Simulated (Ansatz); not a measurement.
# AlGa3N4: what the fields show

Input

```
crystal:
  lattice:
    - [4.4676279353, 0.0, 0.0]
    - [0.0, 4.4676279353, 0.0]
    - [0.0, 0.0, 4.4676279353]
  atoms:
    - { symbol: Al, position: [0.0, 0.0, 0.0] }
    - { symbol: Ga, position: [0.5, 0.5, 0.0] }
    - { symbol: Ga, position: [0.5, 0.0, 0.5] }
    - { symbol: Ga, position: [0.0, 0.5, 0.5] }
    - { symbol: "N", position: [0.7550309204, 0.7550309204, 0.2449690796] }
    - { symbol: "N", position: [0.7550309204, 0.2449690796, 0.7550309204] }
    - { symbol: "N", position: [0.2449690796, 0.7550309204, 0.7550309204] }
    - { symbol: "N", position: [0.2449690796, 0.2449690796, 0.2449690796] }
basis:
  ecutwfc: 420
kpoints:
  mp_grid: { grid: [6, 6, 6] }
hamiltonian:
  xc: pbesol
scf:
  occupations: { method: gaussian, width: 0.05 }
output:
  forces: true
  stress: true
  eigenvalues: true
  write_density: true
  write_potential: true
  elf: true
  volumetric_format: npy
```

Launched as:

```sh
ansatz run input.yaml --threads 2 --pin off --max-ram 5120MiB --backend cpu --events-out ev --progress --plain --runs-dir out
```

Below, planes, directions and counts refer to the conventional cell (a = 4.47 Å, b = 4.47 Å, c = 4.47 Å, α = 90.00°, β = 90.00°, γ = 90.00°).

Space group P-43m; a structure from a database of computed crystals, not necessarily the ambient phase.

Method: Ansatz, DFT PBEsol, scalar-relativistic, plane waves, PAW.

Core electrons are frozen (PAW), and the valence fields are smoothed inside the atomic spheres.

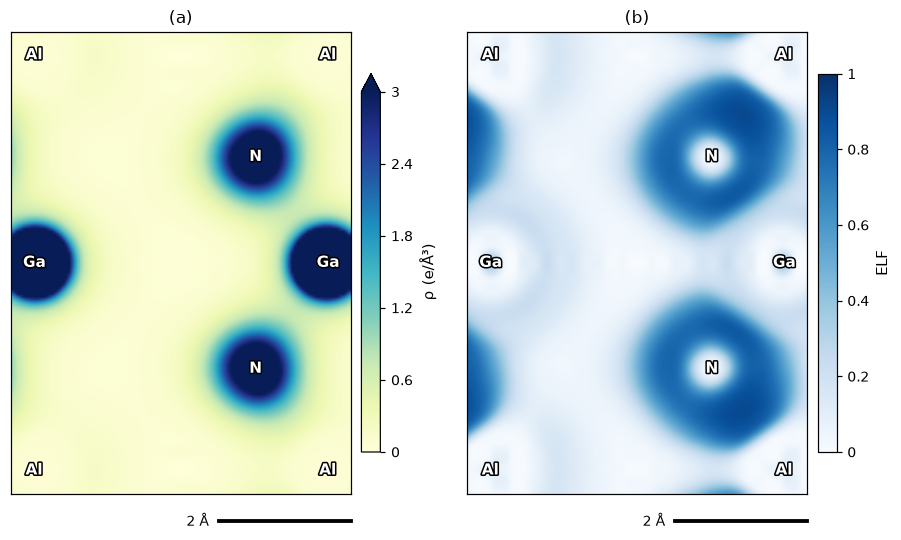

Figure 1. (a) valence charge density (pseudo); (b) ELF on the (110) plane of the conventional cell.

What does the map show?

The plane passes through Al, Ga and N nuclei. Al–N (1.90 Å): ρ at the midpoint is about 0.69 e/Å³; the ELF peaks at about 0.90 between the atoms: a polar covalent bond. Ga–N (1.95 Å): ρ at the midpoint is about 0.74 e/Å³; the ELF peaks at about 0.85 in the valence shell of N, 0.7 Å from its nucleus, and is about 0.45 at the midpoint. The density dies away to nearly zero in the voids. The features right at Ga lie inside the PAW spheres, where the map follows smoothed inner orbitals and isn't to be read closely.

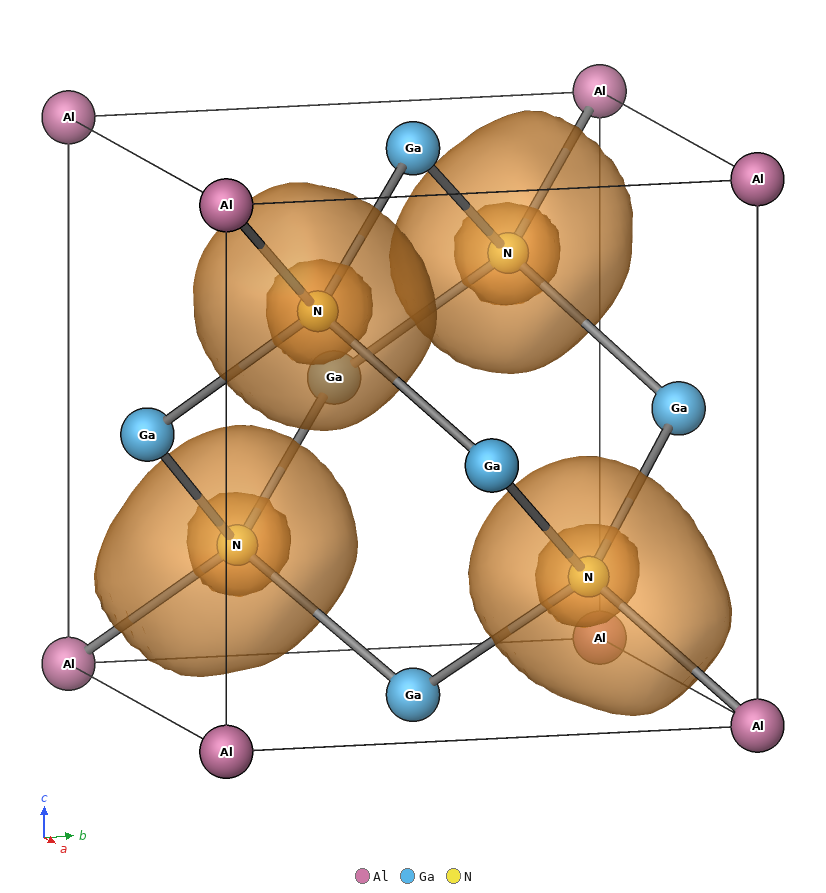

Figure 2. Isosurface of the electron localisation function at 0.65 (orange), seen slightly off an axis. Core shells and regions of very low density are left out. Sticks mark near contacts.

Where are the electrons localised?

At this value the surface marks out four regions on N in which the atom's valence shell and bonds are merged, counted in one cell of 8 atoms. Any copies at cell faces, edges or corners count once.

Metal or insulator at this level of theory?

It is gapped, with a Kohn–Sham gap of 2.3 eV on the k-point mesh, an upper bound to the gap of this method.
